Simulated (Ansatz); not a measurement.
Se

Input file:

```
crystal:
  lattice:
    - [3.8357991128, 0.0, 0.0]
    - [-1.9178995564, 3.3218994755, 0.0]
    - [0.0, 0.0, 6.0664798383]
  atoms:
    - { symbol: Se, position: [0.6666666667, 0.3333333333, 0.6946028351] }
    - { symbol: Se, position: [0.6666666667, 0.3333333333, 0.3053971649] }
    - { symbol: Se, position: [0.0, 0.0, 0.0] }
basis:
  ecutwfc: 420
kpoints:
  mp_grid: { grid: [12, 12, 8] }
  band_path:
    path:
      - [[0.0, 0.0, 0.0], [0.5, 0.0, 0.0], [0.33333333, 0.33333333, 0.0], [0.0, 0.0, 0.0], [0.0, 0.0, 0.5], [0.5, 0.0, 0.5], [0.33333333, 0.33333333, 0.5], [0.0, 0.0, 0.5]]
      - [[0.5, 0.0, 0.5], [0.5, 0.0, 0.0]]
      - [[0.33333333, 0.33333333, 0.5], [0.33333333, 0.33333333, 0.0]]
    npoints: 14
hamiltonian:
  xc: pbe
scf:
  occupations: { method: gaussian, width: 0.1 }
  n_extra_bands: 7
output:
  forces: true
  stress: true
  eigenvalues: true
  populations: true
  dos: { projected: true, de: 0.02, nscf_kmesh: { grid: [15, 15, 10] } }
  bader: true
  write_density: true
  write_potential: true
  elf: true
  volumetric_format: npy
```

Command:

```sh
ansatz run input.yaml --threads 1 --pin off --max-ram 2560MiB --backend cpu --events-out ev --progress --plain --runs-dir out
```

Below, planes, directions and counts refer to the conventional cell (a = 3.84 Å, b = 3.84 Å, c = 6.07 Å, α = 90.00°, β = 90.00°, γ = 120.00°).

Space group P-6m2; a structure generated by program, which may or may not match a known phase.

Computed with DFT PBE, scalar-relativistic, plane waves, PAW in Ansatz 0.2.0.

Question: What can the converged valence pseudo-density and electron localisation function tell about the bonding?

Answer: Se–Se (2.36 Å): ρ at the midpoint is about 0.65 e/Å³; the ELF peaks at about 0.70 between the atoms.

Question: Does the calculation give a band gap?

Answer: It is gapless in this calculation (a metal or semimetal).

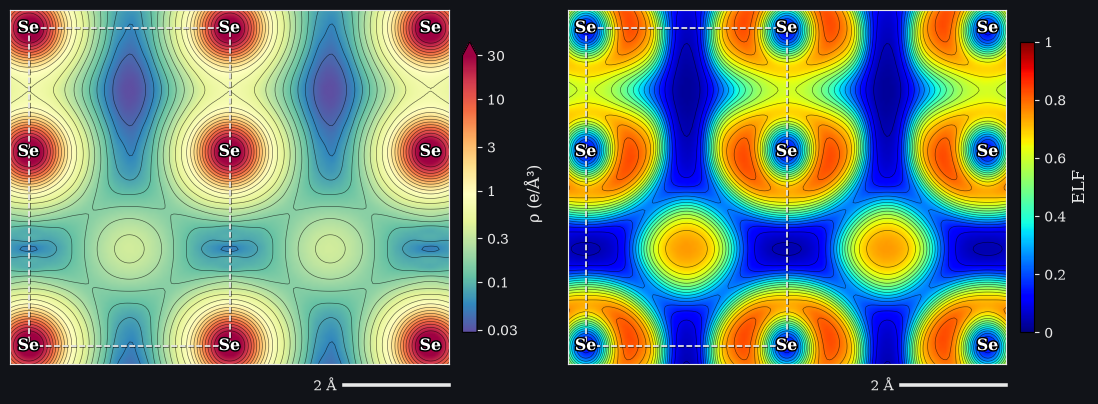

Computed valence pseudo-density and electron localisation function on the (100) plane of the conventional cell, in this order. 

The density is the valence pseudo-density of a PAW calculation; it isn't the true density close to the nuclei.
